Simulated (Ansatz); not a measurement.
**Geometry relaxation, with input and output: GaN (part 1 of 2)**

The run: geometry relaxation of GaN (P6₃mc, 4 atoms in the cell). Method and program: DFT PBE, scalar-relativistic, plane waves, PAW, no spin polarisation (Ansatz 0.2.0).

The structure derives from an entry of the Crystallography Open Database. Figures and captions count atoms from 1; the log counts them from 0 in places.

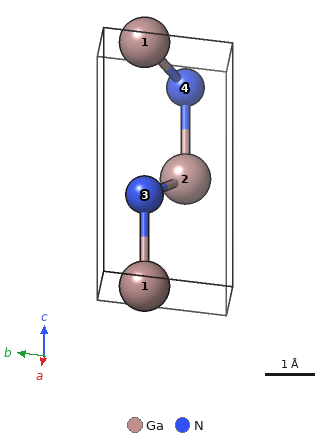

Figure 1. The starting structure (ball-and-stick view of the cell of the calculation, seen at an oblique angle; atoms are numbered from 1 in the order of the input). Near neighbours in the crystal (not all of them lie inside the picture): Ga has 4 N at 1.94 to 1.95 Å; N has 4 Ga at 1.94 to 1.95 Å.

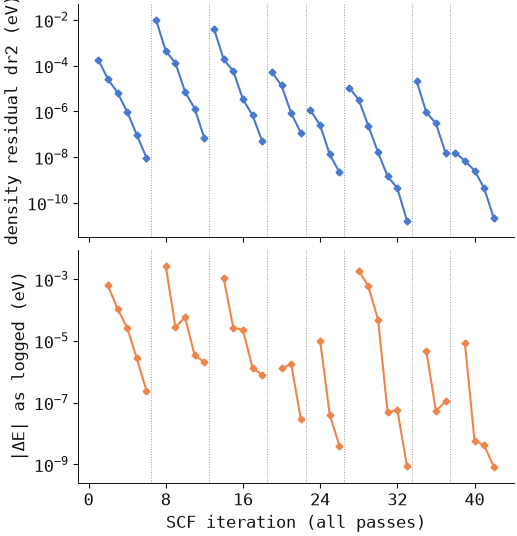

Figure 2. Convergence of the self-consistent field: density residual dr2 and size of the energy change against the SCF iteration. The dotted lines part the SCF passes of the relaxation: geometry steps, rejected trials and re-solves on a re-selected basis. The 8 passes take 4 to 7 iterations each, 42 in all.

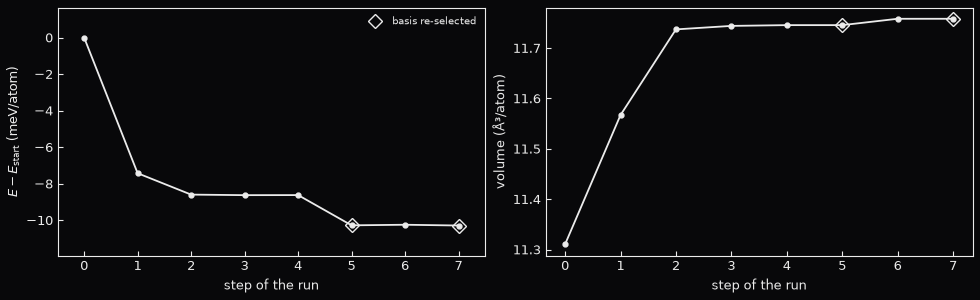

Figure 3. Progress of the relaxation, step by step (the first geometry is step 0 here and step 1 in the log).

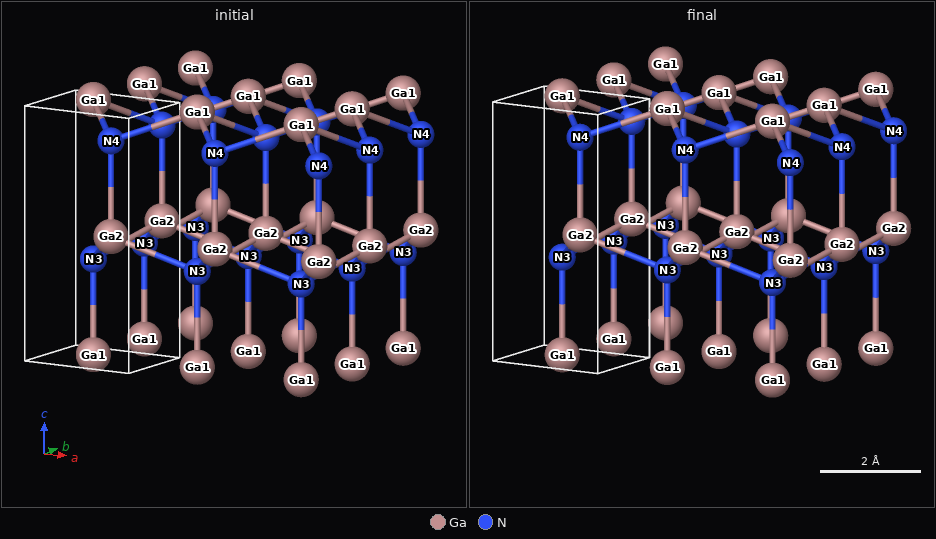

Figure 4. Before (left) and after (right) the relaxation, at one scale (ball-and-stick view of the cell of the calculation, repeated 3 × 3 × 1, seen slightly off an axis). The largest moves relative to the cell, 0.005 Å, are those of Ga1, Ga2, N3 and N4. Largest moves by element: Ga 0.005 Å, N 0.005 Å. The drawn cell changes as follows: a = b 3.180 → 3.218 Å (+1.2 %), c 5.166 → 5.243 Å (+1.5 %); the volume changes by +4.0 %. Among the contacts that change: Ga1–N3 1.937 → 1.975 Å, Ga1–N4 1.946 → 1.967 Å. The space group stays P6_3mc (No. 186). The energy falls by 10.2 meV per atom in 5 geometry steps. Largest force component: 0.14 eV/Å at the start, under 0.0001 eV/Å at the end. The pressure goes from 7.30 to 0.00 GPa. 1 further SCF at an unchanged geometry re-selected the plane-wave basis for the new cell. The energy change given includes the shifts at the re-selections in mid-walk, which come without any move. A last SCF at the same geometry on a re-selected plane-wave basis shifts the energy by next to nothing (0.0 meV per atom). (Atoms are counted from 1 in the order of the input.)

The input that produced these results follows, with the program's output.

The input:
```yaml
crystal:
  lattice:
    - [3.1799996605, 0.0, 0.0]
    - [-1.5899998303, 2.75396049, 0.0]
    - [0.0, 0.0, 5.166]
  atoms:
    - { symbol: Ga, position: [0.3333333333, 0.6666666667, 0.0] }
    - { symbol: Ga, position: [0.6666666667, 0.3333333333, 0.5] }
    - { symbol: "N", position: [0.3333333333, 0.6666666667, 0.375] }
    - { symbol: "N", position: [0.6666666667, 0.3333333333, 0.875] }
basis:
  ecutwfc: 420
kpoints:
  mp_grid: { grid: [12, 12, 6] }
hamiltonian:
  xc: pbe
scf:
  occupations: { method: gaussian, width: 0.02 }
output:
  forces: true
  stress: true
  eigenvalues: true
relax:
  adjacent_minimum: "off"
  f_tol: 0.005
  max_steps: 80
  cell: { stress_tol: 0.05 }
```

Launched with:
```bash
ansatz run input.yaml --threads 1 --pin off --max-ram 2560MiB --backend cpu --events-out ev --progress --plain --runs-dir out
```

Output:
```
Engine: ansatz 0.2.0, x86_64-unknown-linux-gnu
Pseudopotentials: kind: paw
Pseudopotential: Ga, paw, valence charge 13, recommended cutoff 420 eV (normal), Ga.paw.azcp
Pseudopotential: N, paw, valence charge 5, recommended cutoff 420 eV (normal), N.paw.azcp
Functional definition: PBE
  parameter kappa = 0.804
  parameter beta = 0.06672455060314922
  exchange = pbe_x(kappa = kappa, mu = beta*pi^2/3)
  correlation = pbe_c(beta = beta)
Crystal: 4 atoms, lattice volume = 45.242 Å³
Basis set: ecut = 420 eV, 881 PW (Γ), exchange–correlation on 48×48×72 points (8 copies of the dense FFT grid, shifted against one another)
Bands: 22, of which v1, the nominal top of the filled ones, is band 18 counted from 1 (17 counted from 0)
Symmetry: 12 space group operations
Space group: P63mc (ITA 186), of the structure as read, at distance tolerance 3.6e-5 Å
k-points: 76 of 864 (time reversal used)
Non-local potential: Ga, projectors of the file, l = 0: 2, l = 1: 2, l = 2: 3, l = 3: 1
Non-local potential: N, projectors of the file, l = 0: 2, l = 1: 2, l = 2: 1
PAW form: soft (Blöchl's): semilocal exchange-correlation on the pseudo side does not see the compensation charge
PAW one-centre angular grid: Ga, 590 points (default); XC on 64 Gauss nodes
PAW one-centre angular grid: N, 110 points (default); XC on 64 Gauss nodes
Initial density: superposition of atomic densities (neutral atoms: chi_scale 0, normalization atom), corrected by the library's trained network
Initial wavefunctions: pseudopotential atomic-orbital guess
Functional: x = pbe(κ = 0.804, μ = 0.2195149727645171), c = pbe(β = 0.06672455060314922)
SCF iter   1: F=—  HF=-8335.795644 eV  |F-HF|=—  |Δ(HF+E_count)|=         —  Δρ=8.50e-4  dr2=1.85e-4  ethr=1.77e-3  ⟨swp⟩=5.3  Hψ=6948  notcnv=0
preconditioner: auto → Resta (q_TF=auto, 2.626 Å⁻¹)  ε∞=5.0  [insulator: Δε(μ)=1.958 eV  Ē_g=16.646 eV  σ=0.020 eV  W_gap=1.00  n_scr=22 (ndim 8)  ℏωp=33.1 eV  f_vac=0.008  D(μ)=0.00/eV (n_scr^D=0)  ε∞_Penn≈5.0]
SCF iter   2: F=—  HF=-8335.796270 eV  |F-HF|=—  |Δ(HF+E_count)|=   6.26e-4  Δρ=4.03e-4  dr2=2.58e-5  ethr=5.13e-7  ⟨swp⟩=2.1  Hψ=3776  notcnv=0
SCF iter   3: F=—  HF=-8335.796379 eV  |F-HF|=—  |Δ(HF+E_count)|=   1.09e-4  Δρ=1.85e-4  dr2=6.58e-6  ethr=7.16e-8  ⟨swp⟩=2.0  Hψ=2924  notcnv=0
SCF iter   4: F=—  HF=-8335.796406 eV  |F-HF|=—  |Δ(HF+E_count)|=   2.67e-5  Δρ=5.61e-5  dr2=9.54e-7  ethr=1.83e-8  ⟨swp⟩=2.0  Hψ=3009  notcnv=0
iter 5 did not close the SCF: its close was put off for the readings that it lacked (scf_convergence_deferred on its scf_iter line)
SCF iter   5: F=-8335.796409 eV  HF=-8335.796409 eV  |F-HF|=2.25e-7  |Δ(HF+E_count)|=   2.69e-6  Δρ=1.82e-5  dr2=9.26e-8  ethr=2.65e-9  ⟨swp⟩=2.0  Hψ=3028  notcnv=0
SCF iter   6: F=-8335.796409 eV  HF=-8335.796409 eV  |F-HF|=3.35e-9  |Δ(HF+E_count)|=   2.43e-7  Δρ=4.82e-6  dr2=9.38e-9  ethr=2.57e-10  ⟨swp⟩=2.0  Hψ=6257  notcnv=0
SCF 1 converged in 6 iterations: F = -8335.796409 eV  dr2 = 9.38e-9
  greatest PAW one-centre occupation: 0.995 electrons in one spin orbital (limit 2), on the Ga atom at site 0 (counted from 0), in its partial waves of l = 2
relax step   1: F+E_penalty+E_count = -8335.79640914 eV  Δ(F+E_penalty+E_count) = +0.000e0 eV  max|allowed force component| = 1.370e-1 eV/Å  Δτ_max = 0.0000 Å  P = +7.298 GPa  Ω = 45.242 Å³  (6 SCF iters, dr2 threshold 1.00e-7 eV, accepted)
Crystal: 4 atoms, lattice volume = 46.268 Å³
Basis set: ecut = 420 eV, 917 PW (Γ), exchange–correlation on 48×48×72 points (8 copies of the dense FFT grid, shifted against one another)
Initial density: handed on by an earlier stage of this run
Initial wavefunctions: those handed on with the density
iter 1 solved again at ethr=2.83e-5 eV; its pass at ethr=3.10e-3 eV (dr2=1.02e-2 eV) is discarded
SCF iter   1: F=—  HF=-8335.828674 eV  |F-HF|=—  |Δ(HF+E_count)|=         —  Δρ=4.40e-3  dr2=1.00e-2  ethr=2.83e-5  ⟨swp⟩=1.2  Hψ=8259  notcnv=0
preconditioner: auto → Resta (q_TF=auto, 2.617 Å⁻¹)  ε∞=4.9  [insulator: Δε(μ)=1.779 eV  Ē_g=16.491 eV  σ=0.020 eV  W_gap=1.00  n_scr=22 (ndim 8)  ℏωp=32.8 eV  f_vac=0.012  D(μ)=0.00/eV (n_scr^D=0)  ε∞_Penn≈4.9]
SCF iter   2: F=—  HF=-8335.826027 eV  |F-HF|=—  |Δ(HF+E_count)|=   2.65e-3  Δρ=9.39e-4  dr2=4.35e-4  ethr=2.79e-5  ⟨swp⟩=2.0  Hψ=2429  notcnv=0
SCF iter   3: F=—  HF=-8335.826055 eV  |F-HF|=—  |Δ(HF+E_count)|=   2.77e-5  Δρ=5.68e-4  dr2=1.30e-4  ethr=1.21e-6  ⟨swp⟩=1.7  Hψ=2369  notcnv=0
SCF iter   4: F=—  HF=-8335.826112 eV  |F-HF|=—  |Δ(HF+E_count)|=   5.75e-5  Δρ=1.33e-4  dr2=7.18e-6  ethr=3.62e-7  ⟨swp⟩=3.0  Hψ=3259  notcnv=0
SCF iter   5: F=—  HF=-8335.826109 eV  |F-HF|=—  |Δ(HF+E_count)|=   3.37e-6  Δρ=6.64e-5  dr2=1.31e-6  ethr=1.99e-8  ⟨swp⟩=2.0  Hψ=3031  notcnv=0
SCF iter   6: F=-8335.826111 eV  HF=-8335.826111 eV  |F-HF|=6.17e-8  |Δ(HF+E_count)|=   2.10e-6  Δρ=1.24e-5  dr2=6.71e-8  ethr=1.11e-9  ⟨swp⟩=5.4  Hψ=7440  notcnv=0
SCF 2 converged in 6 iterations: F = -8335.826111 eV  dr2 = 6.71e-8
relax step   2: F+E_penalty+E_count = -8335.82611083 eV  Δ(F+E_penalty+E_count) = -2.970e-2 eV  max|allowed force component| = 9.796e-2 eV/Å  Δτ_max = 0.0003 Å  P = +2.820 GPa  Ω = 46.268 Å³  energy of the carried Pulay correction = -3.295e-3 eV  (6 SCF iters, dr2 threshold 4.00e-7 eV, accepted)
Crystal: 4 atoms, lattice volume = 46.949 Å³
Basis set: ecut = 420 eV, 941 PW (Γ), exchange–correlation on 48×48×72 points (8 copies of the dense FFT grid, shifted against one another)
iter 1 solved again at ethr=1.14e-5 eV; its pass at ethr=3.10e-3 eV (dr2=4.10e-3 eV) is discarded
SCF iter   1: F=—  HF=-8335.831807 eV  |F-HF|=—  |Δ(HF+E_count)|=         —  Δρ=2.80e-3  dr2=4.07e-3  ethr=1.14e-5  ⟨swp⟩=1.9  Hψ=8404  notcnv=0
preconditioner: auto → Resta (q_TF=auto, 2.610 Å⁻¹)  ε∞=4.9  [insulator: Δε(μ)=1.699 eV  Ē_g=16.391 eV  σ=0.020 eV  W_gap=1.00  n_scr=22 (ndim 8)  ℏωp=32.5 eV  f_vac=0.012  D(μ)=0.00/eV (n_scr^D=0)  ε∞_Penn≈4.9]
SCF iter   2: F=—  HF=-8335.830744 eV  |F-HF|=—  |Δ(HF+E_count)|=   1.06e-3  Δρ=6.41e-4  dr2=1.89e-4  ethr=1.13e-5  ⟨swp⟩=2.0  Hψ=2427  notcnv=0
SCF iter   3: F=—  HF=-8335.830770 eV  |F-HF|=—  |Δ(HF+E_count)|=   2.65e-5  Δρ=3.78e-4  dr2=5.68e-5  ethr=5.24e-7  ⟨swp⟩=1.8  Hψ=2549  notcnv=0
SCF iter   4: F=—  HF=-8335.830793 eV  |F-HF|=—  |Δ(HF+E_count)|=   2.28e-5  Δρ=8.91e-5  dr2=3.34e-6  ethr=1.58e-7  ⟨swp⟩=2.8  Hψ=3202  notcnv=0
SCF iter   5: F=—  HF=-8335.830792 eV  |F-HF|=—  |Δ(HF+E_count)|=   1.30e-6  Δρ=4.69e-5  dr2=6.68e-7  ethr=1.11e-9  ⟨swp⟩=6.3  Hψ=8668  notcnv=0
SCF iter   6: F=-8335.830793 eV  HF=-8335.830792 eV  |F-HF|=6.91e-8  |Δ(HF+E_count)|=   7.91e-7  Δρ=1.05e-5  dr2=4.81e-8  ethr=1.11e-9  ⟨swp⟩=5.1  Hψ=7340  notcnv=0
SCF 3 converged in 6 iterations: F = -8335.830793 eV  dr2 = 4.81e-8
  greatest PAW one-centre occupation: 0.995 electrons in one spin orbital (limit 2), on the Ga atom at site 1 (counted from 0), in its partial waves of l = 2
relax step   3: F+E_penalty+E_count = -8335.83079256 eV  Δ(F+E_penalty+E_count) = -4.682e-3 eV  max|allowed force component| = 4.584e-2 eV/Å  Δτ_max = 0.0024 Å  P = +0.126 GPa  Ω = 46.949 Å³  energy of the carried Pulay correction = -5.440e-3 eV  (6 SCF iters, dr2 threshold 4.00e-7 eV, accepted)
Crystal: 4 atoms, lattice volume = 46.976 Å³
iter 1 solved again at ethr=1.38e-7 eV; its pass at ethr=3.10e-3 eV (dr2=4.97e-5 eV) is discarded
SCF iter   1: F=—  HF=-8335.830916 eV  |F-HF|=—  |Δ(HF+E_count)|=         —  Δρ=4.64e-4  dr2=5.22e-5  ethr=1.38e-7  ⟨swp⟩=2.3  Hψ=8461  notcnv=0
preconditioner: auto → Resta (q_TF=auto, 2.610 Å⁻¹)  ε∞=4.9  [insulator: Δε(μ)=1.718 eV  Ē_g=16.390 eV  σ=0.020 eV  W_gap=1.00  n_scr=22 (ndim 8)  ℏωp=32.5 eV  f_vac=0.012  D(μ)=0.00/eV (n_scr^D=0)  ε∞_Penn≈4.9]
SCF iter   2: F=—  HF=-8335.830914 eV  |F-HF|=—  |Δ(HF+E_count)|=   1.29e-6  Δρ=2.30e-4  dr2=1.35e-5  ethr=1.38e-7  ⟨swp⟩=2.0  Hψ=2901  notcnv=0
SCF iter   3: F=—  HF=-8335.830913 eV  |F-HF|=—  |Δ(HF+E_count)|=   1.76e-6  Δρ=4.20e-5  dr2=8.17e-7  ethr=3.76e-8  ⟨swp⟩=2.0  Hψ=2895  notcnv=0
SCF iter   4: F=-8335.830913 eV  HF=-8335.830913 eV  |F-HF|=1.71e-8  |Δ(HF+E_count)|=   2.93e-8  Δρ=1.73e-5  dr2=1.15e-7  ethr=1.11e-9  ⟨swp⟩=5.4  Hψ=7376  notcnv=0
SCF 4 converged in 4 iterations: F = -8335.830913 eV  dr2 = 1.15e-7
relax step   4: F+E_penalty+E_count = -8335.83091271 eV  Δ(F+E_penalty+E_count) = -1.201e-4 eV  max|allowed force component| = 6.890e-3 eV/Å  Δτ_max = 0.0021 Å  P = +0.024 GPa  Ω = 46.976 Å³  energy of the carried Pulay correction = -5.526e-3 eV  (4 SCF iters, dr2 threshold 4.00e-7 eV, accepted)
Crystal: 4 atoms, lattice volume = 46.982 Å³
iter 1 solved again at ethr=2.95e-9 eV; its pass at ethr=3.10e-3 eV (dr2=1.06e-6 eV) is discarded
SCF iter   1: F=—  HF=-8335.830888 eV  |F-HF|=—  |Δ(HF+E_count)|=         —  Δρ=6.82e-5  dr2=1.11e-6  ethr=2.95e-9  ⟨swp⟩=2.1  Hψ=8422  notcnv=0
preconditioner: auto → Resta (q_TF=auto, 2.610 Å⁻¹)  ε∞=4.9  [insulator: Δε(μ)=1.716 eV  Ē_g=16.389 eV  σ=0.020 eV  W_gap=1.00  n_scr=22 (ndim 8)  ℏωp=32.5 eV  f_vac=0.012  D(μ)=0.00/eV (n_scr^D=0)  ε∞_Penn≈4.9]
SCF iter   2: F=—  HF=-8335.830898 eV  |F-HF|=—  |Δ(HF+E_count)|=   9.97e-6  Δρ=3.25e-5  dr2=2.45e-7  ethr=2.95e-9  ⟨swp⟩=2.1  Hψ=3022  notcnv=0
SCF iter   3: F=—  HF=-8335.830898 eV  |F-HF|=—  |Δ(HF+E_count)|=   3.93e-8  Δρ=5.10e-6  dr2=1.29e-8  ethr=6.80e-10  ⟨swp⟩=2.1  Hψ=2858  notcnv=0
SCF iter   4: F=-8335.830898 eV  HF=-8335.830898 eV  |F-HF|=1.17e-9  |Δ(HF+E_count)|=   4.02e-9  Δρ=2.42e-6  dr2=2.15e-9  ethr=1.79e-11  ⟨swp⟩=4.1  Hψ=6087  notcnv=0
SCF 5 converged in 4 iterations: F = -8335.830898 eV  dr2 = 2.15e-9
relax step   5: F+E_penalty+E_count = -8335.83089840 eV  Δ(F+E_penalty+E_count) = +1.431e-5 eV  max|allowed force component| = 1.084e-4 eV/Å  Δτ_max = 0.0003 Å  P = +0.001 GPa  Ω = 46.982 Å³  energy of the carried Pulay correction = -5.545e-3 eV  (4 SCF iters, dr2 threshold 6.43e-9 eV, accepted)
Initial wavefunctions: pseudopotential atomic-orbital guess (no wavefunctions were taken with the density)
iter 1 solved again at ethr=6.39e-8 eV; its pass at ethr=3.10e-3 eV (dr2=2.30e-5 eV) is discarded
```
